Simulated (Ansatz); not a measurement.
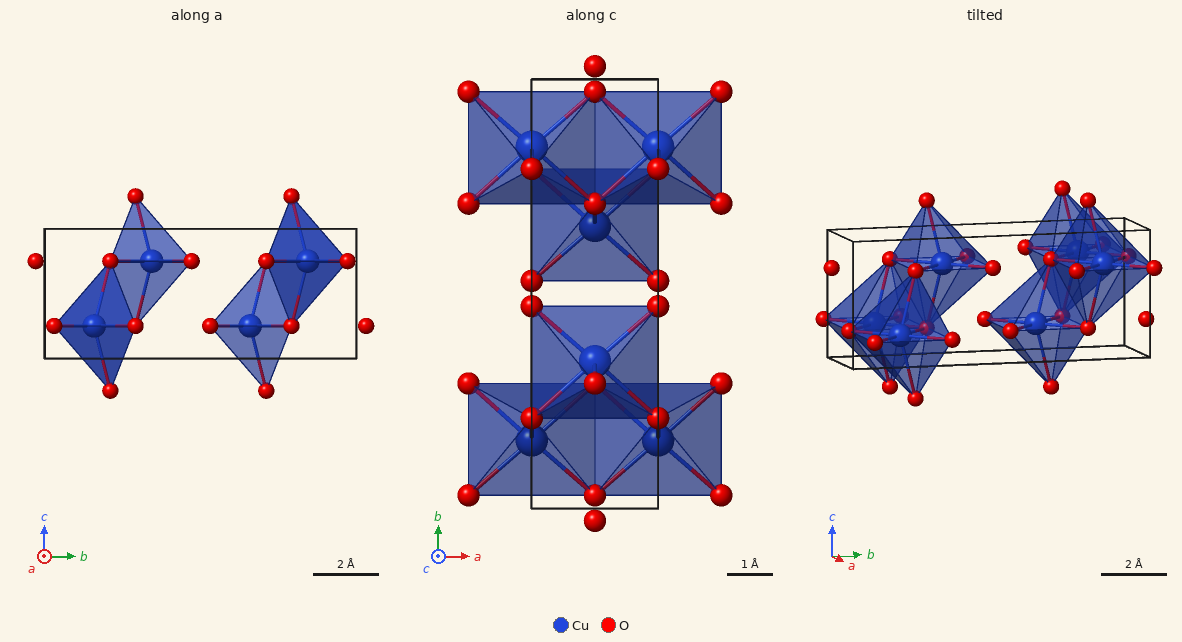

Polyhedral drawing of the structure, looking along the a axis, along the c axis and slightly off an axis. Atoms at the boundary of the conventional unit cell (the box) are drawn once for each face, edge or corner they touch. Some atoms of the next cells are drawn as well.

Describe the arrangement of the atoms.

- The structure is one of CuO2.
- Its lattice is base-centred orthorhombic, its space group Cmcm (No. 63).
- It has 12 atoms to the cell (4 Cu, 8 O).
- Each Cu atom is coordinated by six O at about 1.9 to 2.1 Å. O takes two kinds of site: 4c with two Cu in a bent arrangement at about 1.9 Å; 4c with four Cu at about 1.9 to 2.1 Å. Not all metal-metal contacts are counted.
- The bonds build CuO2 layers parallel to (010).

Provenance: a structure listed in the Materials Project. Earlier steps of the study may have refined or changed the cell and positions. A calculation with Ansatz used it as input.
